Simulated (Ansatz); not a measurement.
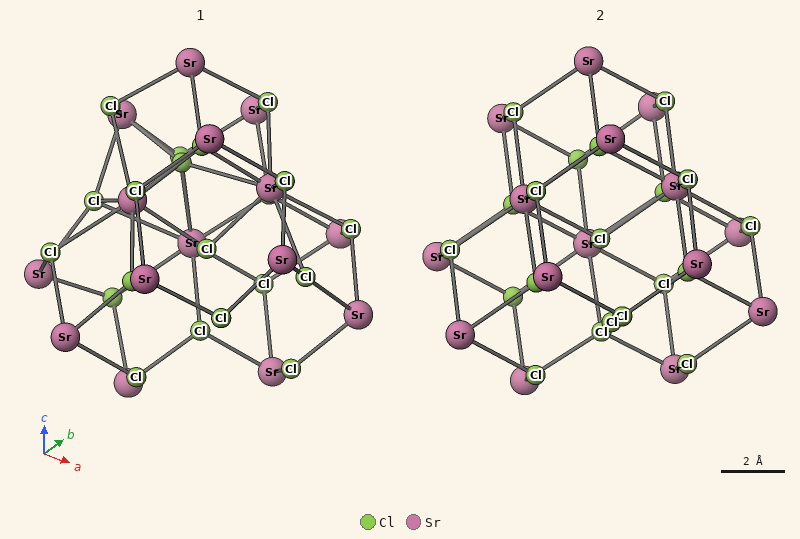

Two geometries of a defect cell of composition Cl64Sr32, drawn at one scale. One is the start of a relaxation, the other its converged end. Style: ball-and-stick. Shown: the atoms within 5.8 Å of the atom that moves most (axes of the cell of the calculation (origin shifted)), from a free direction.

Level of theory: DFT, PBEsol, PAW, plane waves (Ansatz 0.2.0). Set-up: plane-wave cutoff 420 eV; k-point mesh 1 × 1 × 1; mesh shifted by (0.25, 0.25, 0.25); no spin polarisation; atoms relaxed in a fixed cell; force threshold 0.03 eV/Å; at most 80 steps.

Which of the two is the end point?

Answer. Structure 1 is the relaxed one. Over 23 geometry steps the energy falls by 11.843 eV per cell of the calculation. Largest force component: 2.5 eV/Å at the start, 0.0056 eV/Å at the end. A Cl atom moves most: 2.75 Å roughly along [−1 1 1]. Largest moves by element: Cl 2.75 Å, Sr 0.71 Å. The lattice vectors keep their values. Among the contacts that change: Cl–Sr 5.742 → 2.866 Å, Cl–Sr 4.846 → 2.848 Å, Cl–Sr 4.892 → 2.991 Å, Cl–Sr 4.827 → 2.988 Å. New bonds form: Cl–Sr (4.83 → 2.99 Å), Cl–Sr (4.85 → 2.85 Å), Cl–Sr (4.89 → 2.99 Å), Cl–Sr (5.74 → 2.87 Å). Among the angles between lasting bonds that change: Sr–Cl–Sr 110.1° → 87.9°, Sr–Cl–Sr 109.2° → 87.8°, Sr–Cl–Sr 108.5° → 96.5°.
